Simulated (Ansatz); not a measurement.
# Run report: Ge, geometry relaxation (part 2 of 2)

The same run, continued: Ge (8 atoms in the cell); DFT PBE, scalar-relativistic, plane waves, PAW, no spin polarisation (Ansatz 0.2.0); cutoff 420 eV, 8×8×8 k-mesh, Gaussian smearing of 0.1 eV. The structure was made by a generator, so it may or may not be a known phase.

Geometry of the input (Å; fractional positions):
```
-4.9772  4.9772  2.7896
4.9772  -4.9772  2.7896
4.9772  4.9772  -2.7896
Ge 0.7871  0.7871  0.0000
Ge 0.5371  0.0371  0.5000
Ge 0.6366  0.6366  0.2733
Ge 0.3634  0.3634  0.7267
Ge 0.3866  0.6134  0.5000
Ge 0.1134  0.8866  0.5000
Ge 0.2129  0.2129  0.0000
Ge 0.9629  0.4629  0.5000
```

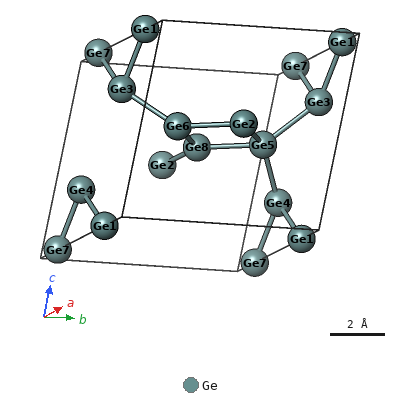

The geometry at step 2 of the log (ball-and-stick view of the reduced cell, seen at an oblique angle; atoms are numbered from 1 in the order of the input).

The program's output, continued:
```
relax step   4: F+E_penalty+E_count = -34354.77075256 eV  Δ(F+E_penalty+E_count) = +2.336e-4 eV  max|allowed force component| = 9.221e-3 eV/Å  Δτ_max = 0.0000 Å  P = +0.009 GPa  Ω = 274.137 Å³  stress off target by 1.67e-2 GPa  SCF on the basis re-selected at this cell (its energy is not comparable with the rows above)  (6 SCF iters)
basis re-selected at this cell: Δ(F+E_penalty+E_count) = +2.336e-4 eV, ΔP = +0.000 GPa vs the last step (what re-selecting the basis moved, of the pressure what is left beyond the Pulay correction that the steps carried, after the strain that the cell walked since its last selection, with what the two solves' SCF thresholds leave and, on support functions, any second-order correction that the steps lacked; it is no measure of the basis error at this ecutwfc). This SCF's stress stands 1.67e-2 GPa from its target on what of the cell is left free (relax.cell.stress_tol is 5.00e-2 GPa) and its largest allowed force component is 9.22e-3 eV/Å (relax.f_tol is 1.00e-2 eV/Å): within both
SCF converged after 6 iterations
Free energy (F): -34354.770753 eV
Harris-Foulkes:  -34354.770753 eV  (|F-HF|=3.64e-11)
Internal energy: -34354.740353 eV  (E = F + TS)
E sigma→0 (E₀):  -34354.755553 eV
Entropy (-TS):   -0.030400 eV (-3.800 meV/atom)
Fermi energy:    4.071696 eV
--- Per-component energies (eV) ---
  E_band       = -1676.324102
  E_kinetic    = 878.749235
  E_local      = -24995.918885  (includes V_loc(G=0)·N_el)
  E_nonlocal   = 3332.335698
  E_hartree    = 11044.220222
  E_xc         = -597.910755
  E_vxc        = -506.975290  (∫ρ·V_xc dr)
  E_paw        = -16142.250510  (= ΣΔE_a)
  E_vpaw       = -2472.959331  (= ΣTr[D̂ρ^β])
  E_aug_tail   = 0.002515  (compensation charges beyond the density's cutoff)
  E_ewald      = -7873.967874
  E_smearing   = -0.030400  (= −TS)
  E_closure    = -0.000000  (closes the sum)
  Σ components = -34354.770753   (vs F -34354.770753, Δ=0.00e0)
--- Forces (eV/Å), atoms counted from 1 ---
  atom   1  Ge    -0.00000000     0.00000000     0.00922079
  atom   2  Ge    -0.00000000    -0.00000000     0.00922079
  atom   3  Ge     0.00433619     0.00433619     0.00000000
  atom   4  Ge    -0.00433619    -0.00433619     0.00000000
  atom   5  Ge    -0.00433619     0.00433619    -0.00000000
  atom   6  Ge     0.00433619    -0.00433619    -0.00000000
  atom   7  Ge    -0.00000000     0.00000000    -0.00922079
  atom   8  Ge    -0.00000000     0.00000000    -0.00922079
  max |Σ_I F_I| component: 6.77e-17 eV/Å
--- Stress (GPa, compression-positive) ---
        0.005240       0.000000       0.000000
        0.000000       0.005240       0.000000
        0.000000       0.000000       0.016707
  P = ⅓ Tr σ = 0.0091 GPa (0.091 kbar)
--- Band table (eV; the first three rows and the last of 59) ---
  k-point 0: bands = ["-20.7415", "-20.7298", "-20.7298", "-20.7262", "-20.7044", "-20.6987", "-20.6987", "-20.6959", "-20.6959", "-20.6943", "-20.6873", "-20.6788", "-20.6651", "-20.6509", "-20.6195", "-20.6195", "-20.6149", "-20.6007", "-20.6007", "-20.5878", "-20.5526", "-20.5484", "-20.5039", "-20.5039", "-20.4810", "-20.4810", "-20.4650", "-20.4597", "-20.4582", "-20.4566", "-20.4485", "-20.4448", "-20.4305", "-20.4144", "-20.3949", "-20.3949", "-20.3312", "-20.3312", "-20.3145", "-20.3145", "-7.5703", "-6.5001", "-4.4474", "-4.4474", "-3.8902", "-2.3535", "-2.2822", "-1.9070", "-0.3562", "1.2171", "1.2171", "2.2075", "2.2523", "2.2523", "3.8955", "4.3110", "4.3110", "5.3257", "5.3257", "5.5765", "6.4232", "6.4232", "6.4518", "7.1554", "7.6600", "7.6600", "8.1472", "9.5802"]
  k-point 1: bands = ["-20.7435", "-20.7300", "-20.7279", "-20.7265", "-20.7040", "-20.6994", "-20.6983", "-20.6970", "-20.6954", "-20.6912", "-20.6874", "-20.6789", "-20.6657", "-20.6527", "-20.6189", "-20.6185", "-20.6148", "-20.6009", "-20.6004", "-20.5886", "-20.5526", "-20.5488", "-20.5039", "-20.5039", "-20.4810", "-20.4808", "-20.4647", "-20.4598", "-20.4582", "-20.4567", "-20.4483", "-20.4449", "-20.4301", "-20.4153", "-20.3949", "-20.3949", "-20.3312", "-20.3308", "-20.3145", "-20.3145", "-7.5410", "-6.5452", "-4.5898", "-4.4513", "-3.6878", "-2.3454", "-2.2771", "-1.9222", "-0.3140", "1.2094", "1.2440", "1.8695", "2.1908", "2.6306", "3.6720", "4.1740", "4.3993", "5.1550", "5.4247", "5.7533", "6.3291", "6.3543", "6.6319", "7.2819", "7.4942", "7.7416", "8.3685", "9.2421"]
  k-point 2: bands = ["-20.7471", "-20.7305", "-20.7273", "-20.7248", "-20.7030", "-20.7012", "-20.6976", "-20.6960", "-20.6937", "-20.6888", "-20.6858", "-20.6795", "-20.6670", "-20.6574", "-20.6172", "-20.6162", "-20.6143", "-20.6015", "-20.5997", "-20.5909", "-20.5525", "-20.5497", "-20.5040", "-20.5040", "-20.4811", "-20.4802", "-20.4640", "-20.4602", "-20.4581", "-20.4569", "-20.4479", "-20.4453", "-20.4291", "-20.4178", "-20.3949", "-20.3949", "-20.3312", "-20.3298", "-20.3145", "-20.3145", "-7.4568", "-6.6691", "-4.7802", "-4.4605", "-3.3439", "-2.3314", "-2.2588", "-1.9634", "-0.1791", "1.1208", "1.2265", "1.7397", "2.0617", "2.8654", "3.3801", "3.9829", "4.3915", "4.9561", "5.6699", "5.9367", "6.2366", "6.2933", "6.8158", "7.1748", "7.6568", "7.9661", "8.4211", "9.1492"]
  k-point 58: bands = ["-20.7580", "-20.7296", "-20.7223", "-20.7223", "-20.7010", "-20.7010", "-20.6978", "-20.6969", "-20.6965", "-20.6820", "-20.6820", "-20.6777", "-20.6614", "-20.6614", "-20.6334", "-20.6085", "-20.6067", "-20.6067", "-20.6042", "-20.5870", "-20.5523", "-20.5523", "-20.5087", "-20.4988", "-20.4877", "-20.4719", "-20.4623", "-20.4623", "-20.4581", "-20.4581", "-20.4466", "-20.4466", "-20.4251", "-20.4251", "-20.3955", "-20.3944", "-20.3378", "-20.3205", "-20.3145", "-20.3145", "-6.9314", "-6.9314", "-6.1262", "-3.1217", "-3.1217", "-2.4264", "-2.0210", "-2.0210", "0.4567", "0.6244", "0.6244", "1.7115", "2.1302", "2.2134", "3.2964", "4.3025", "4.3260", "4.3260", "5.2220", "5.7387", "6.4236", "6.4827", "6.8416", "6.8416", "7.7909", "9.5844", "9.5844", "9.8495"]
--- Relaxed structure (3 steps of the walk, 3 accepted, 1 SCFs on fresh bases) ---
  F+E_penalty+E_count = -34354.77075256 eV   max|allowed force component| = 9.221e-3 eV/Å   (the final SCF, on the basis selected at the relaxed cell)
  cell:  # Å, volume = 274.1369 Å³
    - [-4.944508548491732, 4.944508548491732, 2.8032458548208883]
    - [4.944508548491732, -4.944508548491732, 2.8032458548208883]
    - [4.944508548491732, 4.944508548491732, -2.8032458548208883]
  atoms:
    - { symbol: Ge, position: [0.7872918571364885, 0.7872918571364885, -1.089163672174816e-20] }
    - { symbol: Ge, position: [0.5372918571364886, 0.03729185713648852, 0.5000000000000001] }
    - { symbol: Ge, position: [0.6366552809405814, 0.6366552809405814, 0.273310561881163] }
    - { symbol: Ge, position: [0.36334471905941845, 0.36334471905941845, 0.7266894381188369] }
    - { symbol: Ge, position: [0.38665528094058144, 0.6133447190594185, 0.49999999999999994] }
    - { symbol: Ge, position: [0.11334471905941848, 0.8866552809405814, 0.49999999999999994] }
    - { symbol: Ge, position: [0.21270814286351142, 0.21270814286351142, -1.0891636721748596e-20] }
    - { symbol: Ge, position: [0.9627081428635114, 0.46270814286351153, 0.49999999999999994] }
```

Trajectory as extended XYZ (Å, eV, eV/Å), 4 frames, from step=1 to step=4:
```
8
Lattice="-4.9772 4.9772 2.7896 4.9772 -4.9772 2.7896 4.9772 4.9772 -2.7896" Properties=species:S:1:pos:R:3:forces:R:3 step=1 energy=-34354.76797 pressure_GPa=-0.05
Ge    0.0000    0.0000    4.3914    0.0000   0.0000  -0.0675
Ge    0.0000    4.9772    0.2071    0.0000   0.0000  -0.0675
Ge    1.3601    1.3601    2.7896   -0.0216  -0.0216   0.0000
Ge    3.6171    3.6171    0.0000    0.0216   0.0216   0.0000
Ge    3.6171    1.3601    1.3948    0.0216  -0.0216   0.0000
Ge    6.3373   -1.3601    1.3948   -0.0216   0.0216   0.0000
Ge    0.0000    0.0000    1.1877    0.0000   0.0000   0.0675
Ge    0.0000    4.9772    2.5825    0.0000   0.0000   0.0675
8
Lattice="-4.9587 4.9587 2.7998 4.9587 -4.9587 2.7998 4.9587 4.9587 -2.7998" Properties=species:S:1:pos:R:3:forces:R:3 step=2 energy=-34354.77032 pressure_GPa=-0.04
Ge    0.0000    0.0000    4.4090    0.0000   0.0000  -0.0210
Ge    0.0000    4.9587    0.2093    0.0000   0.0000  -0.0210
Ge    1.3530    1.3530    2.7998    0.0087   0.0087   0.0000
Ge    3.6057    3.6057    0.0000   -0.0087  -0.0087   0.0000
Ge    3.6057    1.3530    1.3999   -0.0087   0.0087   0.0000
Ge    6.3118   -1.3530    1.3999    0.0087  -0.0087   0.0000
Ge    0.0000    0.0000    1.1906    0.0000   0.0000   0.0210
Ge    0.0000    4.9587    2.5905    0.0000   0.0000   0.0210
8
Lattice="-4.9445 4.9445 2.8032 4.9445 -4.9445 2.8032 4.9445 4.9445 -2.8032" Properties=species:S:1:pos:R:3:forces:R:3 step=3 energy=-34354.77099 pressure_GPa=0.01
Ge    0.0000    0.0000    4.4139    0.0000   0.0000   0.0092
Ge    0.0000    4.9445    0.2091    0.0000   0.0000   0.0092
Ge    1.3514    1.3514    2.8032    0.0043   0.0043   0.0000
Ge    3.5931    3.5931    0.0000   -0.0043  -0.0043   0.0000
Ge    3.5931    1.3514    1.4016   -0.0043   0.0043   0.0000
Ge    6.2959   -1.3514    1.4016    0.0043  -0.0043   0.0000
Ge    0.0000    0.0000    1.1925    0.0000   0.0000  -0.0092
Ge    0.0000    4.9445    2.5942    0.0000   0.0000  -0.0092
8
Lattice="-4.9445 4.9445 2.8032 4.9445 -4.9445 2.8032 4.9445 4.9445 -2.8032" Properties=species:S:1:pos:R:3:forces:R:3 step=4 energy=-34354.77075 pressure_GPa=0.01
Ge    0.0000    0.0000    4.4139    0.0000   0.0000   0.0092
Ge    0.0000    4.9445    0.2091    0.0000   0.0000   0.0092
Ge    1.3514    1.3514    2.8032    0.0043   0.0043   0.0000
Ge    3.5931    3.5931    0.0000   -0.0043  -0.0043   0.0000
Ge    3.5931    1.3514    1.4016   -0.0043   0.0043   0.0000
Ge    6.2959   -1.3514    1.4016    0.0043  -0.0043   0.0000
Ge    0.0000    0.0000    1.1925    0.0000   0.0000  -0.0092
Ge    0.0000    4.9445    2.5942    0.0000   0.0000  -0.0092
```

Summary:

```json
{"quantity": "outcome", "value": "converged"}
{"quantity": "space group (tolerance 0.01 Å)", "value": "I4₁22 (98)"}
{"quantity": "electrons treated", "value": "112"}
{"quantity": "free energy", "value": "−34354.7708 eV"}
{"quantity": "Fermi energy", "value": "4.072 eV"}
{"quantity": "gap on the k-point mesh", "value": "none (metallic)"}
{"quantity": "pressure", "value": "0.01 GPa"}
{"quantity": "final volume", "value": "274.14 Å³"}
{"quantity": "largest force (length of the vector) at the end", "value": "0.009 eV/Å"}
{"quantity": "final cell", "value": "a = 7.534 Å, b = 7.534 Å, c = 7.534 Å, α = 97.96°, β = 97.96°, γ = 136.31°"}
{"quantity": "hardware", "value": "1 thread of Arm Neoverse N1, 16 GiB of memory available, shared host"}
{"quantity": "wall time", "value": "12 min"}
{"quantity": "peak memory", "value": "1.1 GiB"}
```
